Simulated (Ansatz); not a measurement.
# BAs: one change and its effect

System: BAs (2 atoms in the cell).
Method of run 1: DFT PBE, scalar-relativistic, plane waves, PAW, no spin polarisation (Ansatz 0.2.0).

The structure derives from an entry of the Crystallography Open Database. Text and figures count atoms from 1; the logs count them from 0 in places.

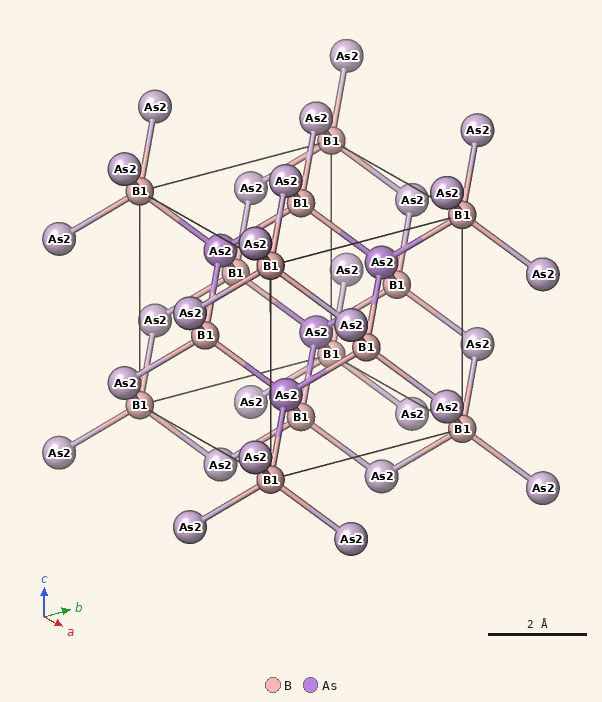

The input geometry (ball-and-stick view of the cell 4 times as large as that of the calculation, set on its symmetry axes, seen at an oblique angle; neighbours outside the cell are drawn fainter; atoms are numbered from 1 in the order of the input). Near neighbours in the crystal (not all of them lie inside the picture): B has 4 As at 2.07 Å; As has 4 B at 2.07 Å.

## The input, run 1
```yaml
crystal:
  lattice:
    - [0.0, 2.3885, 2.3885]
    - [2.3885, 0.0, 2.3885]
    - [2.3885, 2.3885, 0.0]
  atoms:
    - { symbol: B, position: [0.0, 0.0, 0.0] }
    - { symbol: As, position: [0.25, 0.25, 0.25] }
basis:
  ecutwfc: 420
  fft_grid_basis: typed
kpoints:
  mp_grid: { grid: [12, 12, 12] }
hamiltonian:
  xc: pbe
scf:
  occupations: { method: gaussian, width: 0.05 }
output:
  forces: true
  stress: true
  eigenvalues: true
  bader: true
  write_density: true
  volumetric_format: npy
  elf: true
```

Command:
```bash
ansatz run input.yaml --threads 1 --pin off --max-ram 2560MiB --backend cpu --events-out ev --progress --plain --runs-dir out
```

Hardware: 1 thread of Arm Neoverse V2, 128 GiB of memory available, shared host.

## Output, shortened to warnings, some set-up lines, iterations and results (run 1)
```
Basis set: ecut = 420 eV, 531 PW (Γ), exchange–correlation on 48×48×48 points (8 copies of the dense FFT grid, shifted against one another)
Symmetry: 24 space group operations
k-points: 72 of 1728 (time reversal used)
Initial density: superposition of atomic densities (neutral atoms: chi_scale 0, normalization atom), corrected by the library's trained network
[...]
SCF iter   1: F=—  HF=-5012.100495 eV  |F-HF|=—  |Δ(HF+E_count)|=         —  Δρ=7.98e-4  dr2=1.04e-4  ethr=1.77e-3  ⟨swp⟩=5.5  Hψ=5325  notcnv=0
SCF iter   2: F=—  HF=-5012.100539 eV  |F-HF|=—  |Δ(HF+E_count)|=   4.44e-5  Δρ=4.43e-4  dr2=3.24e-5  ethr=5.79e-7  ⟨swp⟩=2.9  Hψ=2258  notcnv=0
SCF iter   3: F=—  HF=-5012.100564 eV  |F-HF|=—  |Δ(HF+E_count)|=   2.52e-5  Δρ=2.46e-4  dr2=5.41e-6  ethr=1.80e-7  ⟨swp⟩=2.2  Hψ=1499  notcnv=0
SCF iter   4: F=—  HF=-5012.100589 eV  |F-HF|=—  |Δ(HF+E_count)|=   2.43e-5  Δρ=4.84e-5  dr2=8.15e-7  ethr=3.00e-8  ⟨swp⟩=2.4  Hψ=1581  notcnv=0
SCF iter   5: F=-5012.100588 eV  HF=-5012.100588 eV  |F-HF|=2.48e-8  |Δ(HF+E_count)|=   1.37e-7  Δρ=1.16e-5  dr2=4.34e-8  ethr=4.53e-9  ⟨swp⟩=2.0  Hψ=1577  notcnv=0
SCF iter   6: F=-5012.100588 eV  HF=-5012.100588 eV  |F-HF|=1.03e-8  |Δ(HF+E_count)|=  6.16e-10  Δρ=4.85e-6  dr2=6.43e-9  ethr=2.41e-10  ⟨swp⟩=2.2  Hψ=2910  notcnv=0
SCF 1 converged in 6 iterations: F = -5012.100588 eV  dr2 = 6.43e-9
SCF converged after 6 iterations
Free energy (F): -5012.100588 eV
Harris-Foulkes:  -5012.100588 eV  (|F-HF|=1.03e-8)
Internal energy: -5012.100588 eV  (E = F + TS)
E sigma→0 (E₀):  -5012.100588 eV
Fermi energy:    11.720848 eV
--- Per-component energies (eV) ---
  E_band       = -210.291168
  E_kinetic    = 152.075245
  E_local      = -1693.914297  (includes V_loc(G=0)·N_el)
  E_nonlocal   = -657.791604
  E_hartree    = 940.031955
  E_xc         = -111.431504
  E_vxc        = -117.663162  (∫ρ·V_xc dr)
  E_paw        = -1915.295393  (= ΣΔE_a)
  E_vpaw       = 226.942292  (= ΣTr[D̂ρ^β])
  E_aug_tail   = 0.000007  (compensation charges beyond the density's cutoff)
  E_ewald      = -1725.774997
  E_smearing   = -0.000000  (= −TS)
  E_closure    = 0.000000  (closes the sum)
  Σ components = -5012.100588   (vs F -5012.100588, Δ=0.00e0)
--- Forces (eV/Å), atoms counted from 1 ---
  atom   1  B      0.00000000    -0.00000000    -0.00000000
  atom   2  As    -0.00000000    -0.00000000     0.00000000
  max |Σ_I F_I| component: 4.81e-16 eV/Å
--- Stress (GPa, compression-positive) ---
        2.770479      -0.000000       0.000000
        0.000000       2.770479       0.000000
       -0.000000       0.000000       2.770479
  P = ⅓ Tr σ = 2.7705 GPa (27.705 kbar)
--- Bader charges: 2 sites ---
  site symbol  charge [e]  shift [e]
     0      B      0.1258     0.0154
     1     As     -0.1258     0.0154
  estimated error of the sums over rays = 3.8e-4 e
```

The input of run 2 differs as follows (lines with − go, lines with + come):
```diff
+total_charge: 0.25
-  elf: true
```

Predict how the results change.

The total energies belong to different systems, so their difference says nothing on which is more stable or more accurate. The gap of 1.19 eV on the mesh closes. The pressure goes from 2.77 to 5.79 GPa. A charged cell is computed with a uniform neutralising background, so its energy and pressure depend on the cell and aren't those of a real crystal. The SCF takes 7 iterations against 6.

## Output, shortened to warnings, some set-up lines, iterations and results (run 2)
```
Basis set: ecut = 420 eV, 531 PW (Γ), exchange–correlation on 48×48×48 points (8 copies of the dense FFT grid, shifted against one another)
Symmetry: 24 space group operations
k-points: 72 of 1728 (time reversal used)
Initial density: superposition of atomic densities (neutral atoms scaled as one to the charged cell's electrons: chi_scale 0, normalization atom), corrected by the library's trained network
[...]
SCF iter   1: F=—  HF=-5014.867405 eV  |F-HF|=—  |Δ(HF+E_count)|=         —  Δρ=3.64e-2  dr2=3.84e-1  ethr=1.77e-3  ⟨swp⟩=5.3  Hψ=5463  notcnv=0
SCF iter   2: F=—  HF=-5014.742099 eV  |F-HF|=—  |Δ(HF+E_count)|=   1.25e-1  Δρ=2.04e-2  dr2=1.06e-1  ethr=1.77e-3  ⟨swp⟩=2.0  Hψ=1807  notcnv=0  defer=8
SCF iter   3: F=—  HF=-5014.682074 eV  |F-HF|=—  |Δ(HF+E_count)|=   6.00e-2  Δρ=4.04e-3  dr2=3.92e-3  ethr=5.95e-4  ⟨swp⟩=3.0  Hψ=1859  notcnv=0  defer=8
SCF iter   4: F=—  HF=-5014.679316 eV  |F-HF|=—  |Δ(HF+E_count)|=   2.76e-3  Δρ=6.25e-4  dr2=1.35e-4  ethr=2.21e-5  ⟨swp⟩=2.0  Hψ=1857  notcnv=0  defer=8
SCF iter   5: F=—  HF=-5014.679316 eV  |F-HF|=—  |Δ(HF+E_count)|=   9.08e-8  Δρ=1.18e-4  dr2=1.82e-6  ethr=7.63e-7  ⟨swp⟩=3.0  Hψ=1571  notcnv=0  defer=8
SCF iter   6: F=—  HF=-5014.679321 eV  |F-HF|=—  |Δ(HF+E_count)|=   5.22e-6  Δρ=1.52e-5  dr2=3.33e-8  ethr=5.63e-10  ⟨swp⟩=7.3  Hψ=5442  notcnv=0
SCF iter   7: F=-5014.679321 eV  HF=-5014.679321 eV  |F-HF|=3.37e-10  |Δ(HF+E_count)|=   1.36e-9  Δρ=8.66e-7  dr2=1.60e-10  ethr=1.88e-10  ⟨swp⟩=2.0  Hψ=2937  notcnv=0
SCF 1 converged in 7 iterations: F = -5014.679321 eV  dr2 = 1.60e-10
SCF converged after 7 iterations
Free energy (F): -5014.679321 eV
Harris-Foulkes:  -5014.679321 eV  (|F-HF|=3.37e-10)
Internal energy: -5014.678662 eV  (E = F + TS)
E sigma→0 (E₀):  -5014.678992 eV
Entropy (-TS):   -0.000659 eV (-0.330 meV/atom)
Fermi energy:    9.909562 eV
--- Per-component energies (eV) ---
  E_band       = -214.372566
  E_kinetic    = 147.136687
  E_local      = -1692.444137  (includes V_loc(G=0)·N_el)
  E_nonlocal   = -657.621633
  E_hartree    = 937.932007
  E_xc         = -108.433846
  E_vxc        = -113.763379  (∫ρ·V_xc dr)
  E_paw        = -1915.472750  (= ΣΔE_a)
  E_vpaw       = 226.456160  (= ΣTr[D̂ρ^β])
  E_aug_tail   = 0.000007  (compensation charges beyond the density's cutoff)
  E_ewald      = -1725.774997
  E_smearing   = -0.000659  (= −TS)
  E_closure    = -0.000000  (closes the sum)
  E_deformation_potential = 4.343759  (in the stress; not in F)
  Σ components = -5014.679321   (vs F -5014.679321, Δ=0.00e0)
--- Forces (eV/Å), atoms counted from 1 ---
  atom   1  B      0.00000000    -0.00000000     0.00000000
  atom   2  As     0.00000000    -0.00000000     0.00000000
  max |Σ_I F_I| component: 4.81e-16 eV/Å
--- Stress (GPa, compression-positive) ---
        5.788371       0.000000       0.000000
        0.000000       5.788371       0.000000
        0.000000       0.000000       5.788371
  P = ⅓ Tr σ = 5.7884 GPa (57.884 kbar)
--- Bader charges: 2 sites ---
  site symbol  charge [e]  shift [e]
     0      B      0.1986     0.0152
     1     As      0.0514     0.0152
  estimated error of the sums over rays = 3.4e-4 e
```

## The two runs side by side

```csv
quantity,run 1,run 2
outcome,converged,converged
free energy per atom (eV),−2506.0503,−2507.3397
gap on the mesh (eV),1.19,0.00
pressure (GPa),2.77,5.79
largest force (eV/Å),0.000,0.000
SCF iterations,6,7
irreducible k-points,72,72
plane waves at Γ,531,531
wall time (shared host),18 s,18 s
```
